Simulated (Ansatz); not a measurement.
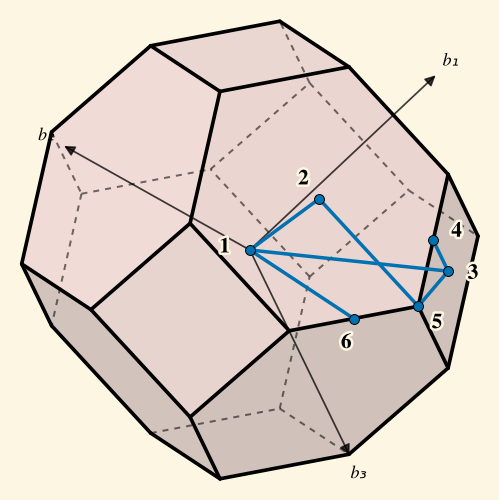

For SiO₂, the input geometry of an electronic-structure calculation (not necessarily at equilibrium); the starting structure was generated, so it need not be a known form of this composition: the first Brillouin zone of a face-centred cubic lattice (cF; extended symbol cF2) is drawn with its special points numbered. The drawing is computed from the coordinates (standard cell, symmetry found to 0.002 Å).

a = 4.528 Å, b = 4.528 Å, c = 4.528 Å, α = 90.00°, β = 90.00°, γ = 90.00°.

Labels and path follow the convention of Hinuma et al. (2017), as computed by seekpath; the arrows show the directions of the reciprocal primitive vectors b₁, b₂, b₃, in which coordinates are given.

Give the label and coordinates of each numbered point.

Answer.
| no. | label | coordinates |
| --- | --- | --- |
| 1 | Γ | (0, 0, 0) |
| 2 | L | (1/2, 1/2, 1/2) |
| 3 | X | (1/2, 0, 1/2) |
| 4 | U | (5/8, 1/4, 5/8) |
| 5 | W | (1/2, 1/4, 3/4) |
| 6 | K | (3/8, 3/8, 3/4) |
